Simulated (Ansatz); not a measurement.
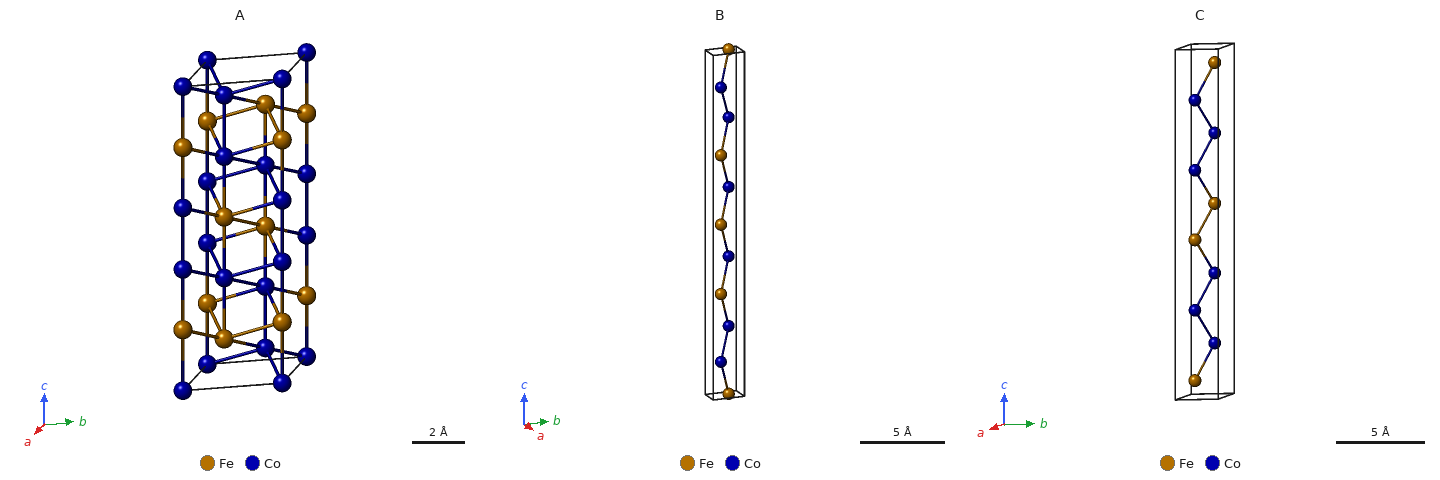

Three structures of Fe$_{2}$Co$_{3}$, each relaxed to rest (conventional cells in solid outline, small ones repeated, each panel with its own scale). Method: Ansatz, DFT PBE, scalar-relativistic, plane waves, PAW, with collinear spins.

**Name the structure in each panel.**

A: 15 atoms a cell on a rhombohedral (trigonal R) lattice, R-3m; B: 10 atoms a cell on a primitive hexagonal lattice, P-6m2; C: 10 atoms a cell on a primitive hexagonal lattice, P6_3/mmc.

**Rank them by energy, lowest first.**

A, then C (+47 meV/atom) and B (+76 meV/atom), energies at zero smearing.

**Collect the results in a table.**

| panel | structure | E − E(lowest) (meV/atom) | volume (Å³/atom) | gap (eV) |
| --- | --- | --- | --- | --- |
| A | R-3m | 0 | 11.4 | metal |
| C | P6_3/mmc | 47 | 10.8 | metal |
| B | P-6m2 | 76 | 11.3 | metal |

Some of these may be structure types tried for this composition rather than known phases, and the most stable form need not be among them. Gaps are taken on the k-mesh or band path of each run.
